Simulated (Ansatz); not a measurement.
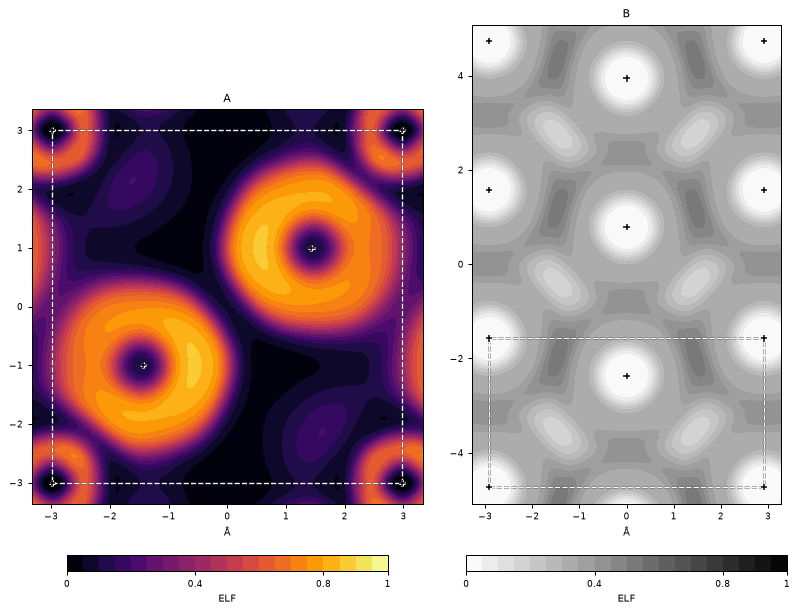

The ELF of 2 systems, each on a plane through atoms (crosses mark nuclei in the plane).

The calculation used DFT PBEsol, scalar-relativistic, plane waves, PAW (Ansatz).

System 1: Sn, the (010) plane of the conventional cell. Space group I4₁/amd.

```
Sn
1.0
     5.83778    0.00000    0.00000
     0.00000    5.83778    0.00000
     0.00000    0.00000    3.15262
Sn
4
Direct
  0.00000 0.00000 0.00000
  0.50000 0.50000 0.50000
  0.00000 0.50000 0.25000
  0.50000 0.00000 0.75000
```

System 2: TiSe₂, the (110) plane of the conventional cell. Space group P-3m1; computed without spin polarisation.

```cif
data_structure
_symmetry_space_group_name_H-M 'P 1'
_symmetry_Int_Tables_number 1
_cell_length_a 3.4723
_cell_length_b 3.4723
_cell_length_c 5.9604
_cell_angle_alpha 90.000
_cell_angle_beta 90.000
_cell_angle_gamma 120.000
_cell_volume 62.24
loop_
_atom_site_label
_atom_site_type_symbol
_atom_site_fract_x
_atom_site_fract_y
_atom_site_fract_z
_atom_site_occupancy
Ti1 Ti 0.00000 0.00000 0.00000 1
Se1 Se 0.33333 0.66667 0.25971 1
Se2 Se 0.66667 0.33333 0.74029 1
```

Match each panel to its system.

Answer. Panel A is system 2, TiSe₂: the plane holds Ti and Se. Ti–Se (2.53 Å): the ELF is about 0.55 at the midpoint. Panel B is system 1, Sn: the plane holds Sn. Sn–Sn (3.02 Å): the ELF reaches about 0.55 near the midpoint.
